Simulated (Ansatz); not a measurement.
## Ti₃C₂: single-point calculation

System: Ti₃C₂ (P6₃/mmc, 10 atoms in the cell).
Method: DFT, r2SCAN, plane waves, PAW, no spin polarisation (Ansatz 0.2.0).

The structure derives from a Materials Project entry. Some settings of this run were made unusual or wrong on purpose. Figures and captions count atoms from 1; the log counts them from 0 in places.

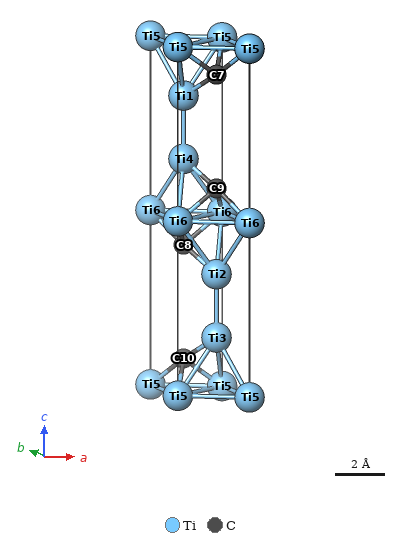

The structure (ball-and-stick view of the cell of the calculation, seen slightly off an axis; atoms are numbered from 1 in the order of the input). An atom can appear more than once, as a periodic image.

## Outcome

| quantity | value |
| --- | --- |
| outcome | converged |
| space group (tolerance 0.01 Å) | P6₃/mmc (194) |
| electrons treated | 88 |
| free energy | −14220.8867 eV |
| Fermi energy | 24.735 eV |
| gap on the k-point mesh | none (metallic) |
| pressure | −2097.76 GPa |
| largest force (length of the vector) | 4.599 eV/Å |
| hardware | 2 threads of Intel Xeon @ 2.50GHz (Skylake/Cascade Lake), 189 GiB of memory available, shared host |
| wall time | 5.3 s (CPU time 9.7 s) |
| peak memory | 0.35 GiB |

## Diagnosis

This input holds a deliberate fault: a cutoff far too low (`basis.ecutwfc`). The plane-wave basis is far from complete, so energies, forces and above all the stress are wrong. The run converged all the same; its numbers are those of the faulty input and shouldn't be used. The program warns: the cutoff is below the recommended one.

## Input
```yaml
crystal:
  lattice:
    - [3.0087429302, 0.0, 0.0]
    - [-1.5043714651, 2.605647811, 0.0]
    - [0.0, 0.0, 14.7386545346]
  atoms:
    - { symbol: Ti, position: [0.3333333333, 0.6666666667, 0.8408050735] }
    - { symbol: Ti, position: [0.6666666667, 0.3333333333, 0.3408050735] }
    - { symbol: Ti, position: [0.6666666667, 0.3333333333, 0.1591949265] }
    - { symbol: Ti, position: [0.3333333333, 0.6666666667, 0.6591949265] }
    - { symbol: Ti, position: [0.0, 0.0, 0.0] }
    - { symbol: Ti, position: [0.0, 0.0, 0.5] }
    - { symbol: C, position: [0.6666666667, 0.3333333333, 0.913126386] }
    - { symbol: C, position: [0.3333333333, 0.6666666667, 0.413126386] }
    - { symbol: C, position: [0.6666666667, 0.3333333333, 0.586873614] }
    - { symbol: C, position: [0.3333333333, 0.6666666667, 0.086873614] }
basis:
  ecutwfc: "50 eV"
kpoints:
  mp_grid: { grid: [12, 12, 4] }
hamiltonian:
  xc: r2scan
scf:
  occupations: { method: gaussian, width: 0.1 }
  max_iter: 80
output:
  forces: true
  eigenvalues: true
  stress: true
```

Launch command:
```bash
ansatz run input.yaml --threads 2 --pin off --max-ram 5120MiB --backend cpu --events-out ev --progress --plain --runs-dir out
```

## Log
```
Warning: basis.ecutwfc = 50 eV is below the records' recommended 500 eV, and the density's cutoff is lower with it unless basis.ecutrho_ratio is high enough to keep the records' density cutoff: compare with a run at a higher cutoff
Engine: ansatz 0.2.0, x86_64-unknown-linux-gnu
Pseudopotentials: kind: paw
Pseudopotential: Ti, paw, valence charge 12, recommended cutoff 500 eV (meta_gga), Ti.paw.azcp
Pseudopotential: C, paw, valence charge 4, recommended cutoff 500 eV (meta_gga), C.paw.azcp
Functional definition: r2SCAN
  parameter k0 = 0.174
  parameter k1 = 0.065
  parameter a1 = 4.9479
  exchange = r2scan_x(k0 = k0, k1 = k1, a1 = a1)
  correlation = r2scan_c
Crystal: 10 atoms, lattice volume = 115.547 Å³
Basis set: ecut = 50 eV, 95 PW (Γ), exchange–correlation on 32×32×144 points (64 copies of the dense FFT grid, shifted against one another)
Bands: 54, of which v1, the nominal top of the filled ones, is band 44 counted from 1 (43 counted from 0)
Symmetry: 24 space group operations
Space group: P63/mmc (ITA 194), of the structure as read, at distance tolerance 4.9e-5 Å
k-points: 57 of 576
Non-local potential: Ti, projectors of the file, l = 0: 3, l = 1: 2, l = 2: 3, l = 3: 1
Non-local potential: C, projectors of the file, l = 0: 2, l = 1: 2, l = 2: 1
PAW form: soft (Blöchl's): semilocal exchange-correlation on the pseudo side does not see the compensation charge
PAW frozen core: Ti, regenerated for the run's functional (the file was generated under x = pbe(κ = 0.804, μ = 0.2195149727645171), c = pbe(β = 0.06672455060314922))
PAW frozen core: C, regenerated for the run's functional (the file was generated under x = pbe(κ = 0.804, μ = 0.2195149727645171), c = pbe(β = 0.06672455060314922))
PAW one-centre angular grid: Ti, 590 points (default); XC on 160 Gauss nodes
PAW one-centre angular grid: C, 302 points (default); XC on 239 of its mesh's 2573 points in the sphere
Initial density: superposition of atomic densities (neutral atoms: chi_scale 0, normalization atom), corrected by the library's trained network
Initial wavefunctions: pseudopotential atomic-orbital guess
Functional: x = r2scan, c = r2scan; τ floored in thin density (d = 2e-4 eV/Å³)
SCF iter   1: F=—  HF=-14952.582149 eV  |F-HF|=—  |Δ(HF+E_count)|=         —  Δρ=9.57e-1  dr2=8.91e2  dr2_τ=6.01e1  ethr=1.77e-3  ⟨swp⟩=1.0  Hψ=5244  notcnv=0
preconditioner: auto → Kerker (q_TF=auto, 2.607 Å⁻¹)  [metal: Δε(μ)=0.011 eV  Ē_g=16.965 eV  σ=0.100 eV  W_gap=0.06  n_scr=42 (ndim 8)  ℏωp=30.1 eV  f_vac=0.000  D(μ)=2.02/eV (n_scr^D=8)]
SCF iter   2: F=—  HF=-14555.341905 eV  |F-HF|=—  |Δ(HF+E_count)|=    3.97e2  Δρ=6.42e-1  dr2=4.28e2  dr2_τ=3.96e0  ethr=1.77e-3  ⟨swp⟩=2.9  Hψ=6826  notcnv=0  defer=194
SCF iter   3: F=—  HF=-14224.464346 eV  |F-HF|=—  |Δ(HF+E_count)|=    3.31e2  Δρ=9.62e-2  dr2=1.38e1  dr2_τ=6.07e-2  ethr=1.77e-3  ⟨swp⟩=4.6  Hψ=8036  notcnv=0  defer=222
SCF iter   4: F=—  HF=-14220.899836 eV  |F-HF|=—  |Δ(HF+E_count)|=    3.56e0  Δρ=1.96e-2  dr2=2.25e-1  dr2_τ=9.42e-3  ethr=1.77e-3  ⟨swp⟩=3.8  Hψ=6761  notcnv=0  defer=228
SCF iter   5: F=—  HF=-14220.884745 eV  |F-HF|=—  |Δ(HF+E_count)|=   1.51e-2  Δρ=3.77e-3  dr2=1.22e-2  dr2_τ=2.51e-4  ethr=2.56e-4  ⟨swp⟩=2.0  Hψ=3401  notcnv=0  defer=226
SCF iter   6: F=—  HF=-14220.886648 eV  |F-HF|=—  |Δ(HF+E_count)|=   1.90e-3  Δρ=7.41e-4  dr2=9.18e-4  dr2_τ=2.82e-6  ethr=1.38e-5  ⟨swp⟩=2.0  Hψ=3806  notcnv=0  defer=226
SCF iter   7: F=—  HF=-14220.886703 eV  |F-HF|=—  |Δ(HF+E_count)|=   5.46e-5  Δρ=9.99e-5  dr2=1.39e-5  dr2_τ=1.32e-6  ethr=1.04e-6  ⟨swp⟩=2.0  Hψ=3525  notcnv=0  defer=226
SCF iter   8: F=—  HF=-14220.886690 eV  |F-HF|=—  |Δ(HF+E_count)|=   1.32e-5  Δρ=2.67e-5  dr2=1.06e-6  dr2_τ=6.08e-9  ethr=1.58e-8  ⟨swp⟩=2.0  Hψ=4103  notcnv=0  defer=226
SCF iter   9: F=-14220.886689 eV  HF=-14220.886689 eV  |F-HF|=2.22e-8  |Δ(HF+E_count)|=   3.57e-7  Δρ=3.97e-6  dr2=3.22e-8  dr2_τ=1.97e-10  ethr=1.14e-10  ⟨swp⟩=12.6  Hψ=13743  notcnv=0
the search or the solves at the SCF's close seem to have found levels that the self-consistency loop had missed (the run counts 2). By its estimate they hold under 1e-12 electrons; where the run keeps them, the occupations were computed again with them
SCF 1 converged in 9 iterations: F = -14220.886689 eV  dr2 = 3.22e-8
  greatest PAW one-centre occupation: 0.966 electrons in one spin orbital (limit 2), on the Ti atom at site 3 (counted from 0), in its partial waves of l = 0
SCF converged after 9 iterations
Free energy (F): -14220.886689 eV
Harris-Foulkes:  -14220.886689 eV  (|F-HF|=2.22e-8)
Internal energy: -14220.857558 eV  (E = F + TS)
E sigma→0 (E₀):  -14220.872124 eV
Entropy (-TS):   -0.029131 eV (-2.913 meV/atom)
Fermi energy:    24.734676 eV
--- Per-component energies (eV) ---
  E_band       = -643.875717
  E_kinetic    = 1801.734533
  E_local      = -1933.102027  (includes V_loc(G=0)·N_el)
  E_nonlocal   = -12.063766
  E_hartree    = 540.954713
  E_xc         = -882.601398
  E_vxc        = -1251.873276  (∫ρ·V_xc dr)
  E_paw        = -6149.991395  (= ΣΔE_a)
  E_vpaw       = -409.133014  (= ΣTr[D̂ρ^β])
  E_aug_tail   = 2.578249  (compensation charges beyond the density's cutoff)
  E_vtau       = 76.073240  (kinetic-family band-sum trace: ∫τ·v_τ [+ j·A + Jᵃ·Aᵃ] dr)
  E_ewald      = -7586.746630
  E_core_change = -1.619838  (= ΣΔE_core)
  E_smearing   = -0.029131  (= −TS)
  E_closure    = -0.000000  (closes the sum)
  Σ components = -14220.886689   (vs F -14220.886689, Δ=0.00e0)
--- Forces (eV/Å), atoms counted from 1 ---
  atom   1  Ti     0.00000000    -0.00000000     3.73083749
  atom   2  Ti     0.00000000     0.00000000     3.73083749
  atom   3  Ti    -0.00000000     0.00000000    -3.73083749
  atom   4  Ti     0.00000000    -0.00000000    -3.73083749
  atom   5  Ti    -0.00000000     0.00000000     0.00000000
  atom   6  Ti     0.00000000     0.00000000     0.00000000
  atom   7  C      0.00000000     0.00000000     4.59897882
  atom   8  C      0.00000000    -0.00000000     4.59897882
  atom   9  C      0.00000000     0.00000000    -4.59897882
  atom  10  C     -0.00000000    -0.00000000    -4.59897882
  max |Σ_I F_I| component: 1.78e-15 eV/Å
--- Stress (GPa, compression-positive) ---
    -2093.079033       0.000000       0.000000
        0.000000   -2093.079033       0.000000
        0.000000       0.000000   -2107.121666
  P = ⅓ Tr σ = -2097.7599 GPa (-20977.599 kbar)
--- Band table (eV; the first three rows and the last of 57) ---
  k-point 0: bands = ["-83.5134", "-82.1726", "-81.6523", "-81.4006", "-80.2432", "-77.9011", "-20.2408", "-17.8829", "-14.3896", "-14.3896", "-13.9112", "-13.5890", "-13.5890", "-13.0185", "-11.9321", "-11.9321", "-11.5087", "-11.5087", "-10.8619", "-10.0581", "-10.0581", "-9.6510", "-9.6510", "-5.3249", "5.6753", "5.7350", "7.8083", "8.2440", "14.4374", "15.0398", "19.5471", "19.6857", "19.6857", "20.1724", "20.1724", "20.4050", "21.7282", "21.7282", "21.8159", "22.4434", "22.4434", "24.4002", "24.6530", "25.1029", "25.5809", "25.5809", "25.6898", "25.6898", "27.1473", "27.1473", "27.2477", "27.2477", "27.4509", "27.4509"]
  k-point 1: bands = ["-83.5020", "-82.1576", "-81.6460", "-81.3813", "-80.2125", "-77.8765", "-20.2290", "-17.8628", "-14.3789", "-14.3789", "-13.9145", "-13.5750", "-13.5750", "-13.0120", "-11.9235", "-11.9235", "-11.4923", "-11.4923", "-10.8386", "-10.0321", "-10.0321", "-9.6297", "-9.6297", "-5.2955", "5.7074", "5.7332", "7.7733", "8.2940", "14.5062", "15.0394", "19.4943", "19.6875", "19.6875", "20.1575", "20.1575", "20.4620", "21.7356", "21.7356", "21.7803", "22.4531", "22.4531", "24.4024", "24.6468", "25.0633", "25.6073", "25.6073", "25.6771", "25.6771", "26.9287", "26.9287", "27.3863", "27.3863", "27.4443", "27.4443"]
  k-point 2: bands = ["-81.8021", "-81.8021", "-80.0865", "-80.0865", "-77.7403", "-77.7403", "-13.7842", "-13.7842", "-12.3272", "-12.3272", "-12.3272", "-12.3272", "-10.9106", "-10.9106", "-10.5267", "-10.5267", "-10.5267", "-10.5267", "-9.3648", "-9.3648", "-9.3648", "-9.3648", "-4.8822", "-4.8822", "5.9978", "5.9978", "8.5956", "8.5956", "15.2446", "15.2446", "20.1143", "20.1143", "20.1143", "20.1143", "20.7281", "20.7281", "22.4780", "22.4780", "22.4780", "22.4780", "24.5541", "24.5541", "25.5033", "25.5033", "25.6565", "25.6565", "25.6565", "25.6565", "27.3883", "27.3883", "27.3883", "27.3883", "28.7083", "28.7083"]
  k-point 56: bands = ["-76.8636", "-76.8636", "-76.3354", "-76.3354", "-75.7343", "-75.7343", "-11.4323", "-11.4323", "-10.8192", "-10.8192", "-10.3688", "-10.3688", "-6.8930", "-6.8930", "-6.3116", "-6.3116", "-5.9410", "-5.9410", "-5.5530", "-5.5530", "-4.9810", "-4.9810", "-2.7125", "-2.7125", "10.0223", "10.0223", "10.4960", "10.4960", "18.5483", "18.5483", "18.8686", "18.8686", "19.8339", "19.8339", "20.5100", "20.5100", "20.7798", "20.7798", "20.8870", "20.8870", "24.2933", "24.2933", "24.8725", "24.8725", "27.2779", "27.2779", "27.3638", "27.3638", "28.1725", "28.1725", "30.0307", "30.0307", "30.8230", "30.8230"]
```
